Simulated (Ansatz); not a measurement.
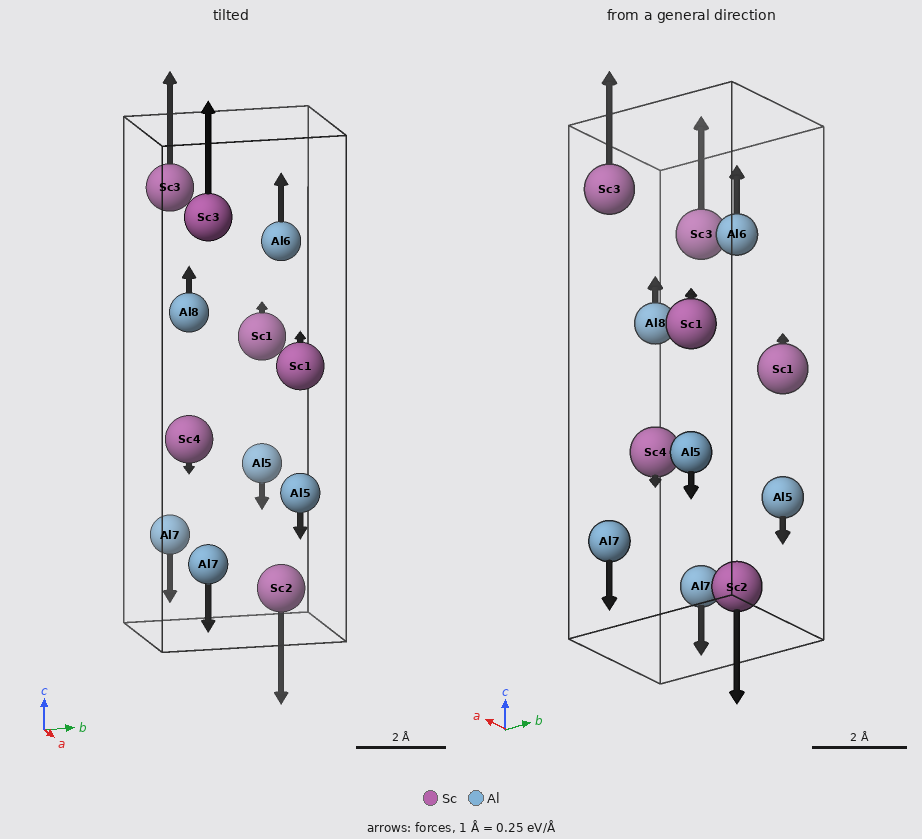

The crystal in a spheres-only representation, seen slightly off an axis and from a general direction. Lines trace the edges of the simulation cell. The arrows are the computed forces on the atoms.

System: ScAl. Level of theory: DFT PBEsol, scalar-relativistic, plane waves, PAW in Ansatz. Settings were plane-wave cutoff 420 eV, a 14×11×5 mesh of k-points, Gaussian smearing of 0.15 eV, no spin polarisation.

**Would an optimiser stop at this geometry?**

No. The atoms still feel forces of up to about 0.55 eV/Å, far above a usual threshold of 0.01 to 0.03 eV/Å.

**Where does the largest force act?**

Sc2 and Sc3, about 0.55 eV/Å.

It goes back to a structure listed in the Materials Project. The cell was then strained or its atoms displaced on purpose. It was run through Ansatz as a DFT input.
